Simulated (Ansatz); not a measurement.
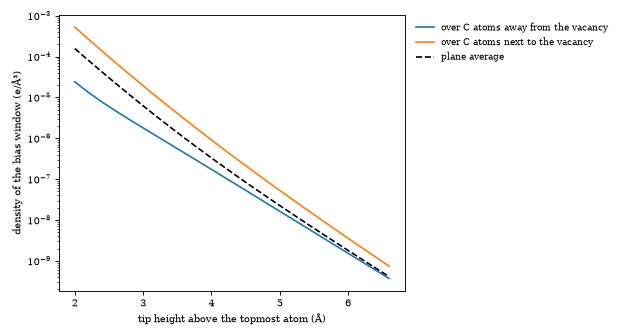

Approach curves over monolayer carbon (graphene) with one C vacancy in a 3 × 3 cell at a sample bias of +0.50 V.

Model: Tersoff–Hamann, s-wave tip, no tip–sample forces. Bias windows are sharp sums over the levels of the k mesh.

The calculation used Ansatz 0.2.0, DFT PBE+D3(BJ), scalar-relativistic, plane waves, PAW. Cutoff 600 eV, 9 × 9 k-points, Gaussian smearing 0.05 eV, dipole correction. The defects repeat every 7.4 Å and interact, so states at the Fermi level and the work function belong to this dense array. Collinear spin, net moment 0.9 μB a cell; so small a moment depends on the mesh and the functional; the stability of this spin state wasn't checked. The sheet stays flat, as its symmetry was kept; a buckled form may lie lower. The run couldn't confirm all of its levels under its output density. The run warns that the functional's potential is rough in the thin density of the vacuum, where the tip is; weak contrasts and barriers may feel it.

How fast does the current decay, and what apparent barrier height does that imply?

Answer. Near 4 Å the plane average falls as exp(−2.80 z/Å), a factor of 16 per ångström, which gives an apparent barrier of 7.5 eV (0.952 eV Å² times the slope squared). The vacuum level lies 4.73 eV above zero bias. The upper edge of the window lies 4.23 eV under it. The apparent barrier is well above 4.23 eV. At 4 Å the 0.25 eV of states nearest the upper edge carry 40 % of the density. The value exceeds even the 4.73 eV between the vacuum level and the deepest states of the window, so their depth alone doesn't explain it. States away from the zone centre decay faster, since their momentum along the surface adds to the barrier, and that may account for the rest.
